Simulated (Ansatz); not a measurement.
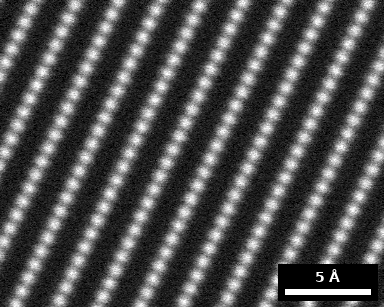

Z-contrast image of V (Fddd, No. 70). Simulation: incoherent imaging, intensity Z^1.7 per atom, probe width 0.58 Å, thin sample. The probe carries 15 % of its weight in a tail 2.5 times as wide. The display is stretched by a gamma of 0.65; percentages refer to the linear signal. Shot noise and a slight drift were added. Structure: the input geometry of a calculation; the starting structure was generated, so it need not be a known form of this composition.

```cif
data_structure
_symmetry_space_group_name_H-M 'Fddd:1'
_symmetry_Int_Tables_number 70
_cell_length_a 2.4487
_cell_length_b 4.9843
_cell_length_c 8.9351
_cell_angle_alpha 90.000
_cell_angle_beta 90.000
_cell_angle_gamma 90.000
_cell_volume 109.05
loop_
_atom_site_label
_atom_site_type_symbol
_atom_site_symmetry_multiplicity
_atom_site_Wyckoff_symbol
_atom_site_fract_x
_atom_site_fract_y
_atom_site_fract_z
_atom_site_occupancy
V1 V 8 b 0.75000 0.75000 0.75000 1
```

Question: Along which zone axis is the crystal seen: [010], [101], [110] or [210]? (Directions equivalent by symmetry count as one.)

Answer: [210]. The projected cells are 1.22 × 2.32 Å, 105° for [010]; 2.36 × 2.76 Å, 115° for [101]; 2.20 × 4.60 Å, 104° for [110]; 0.87 × 2.28 Å, 101° for [210], and the image repeats as the [210] one does.
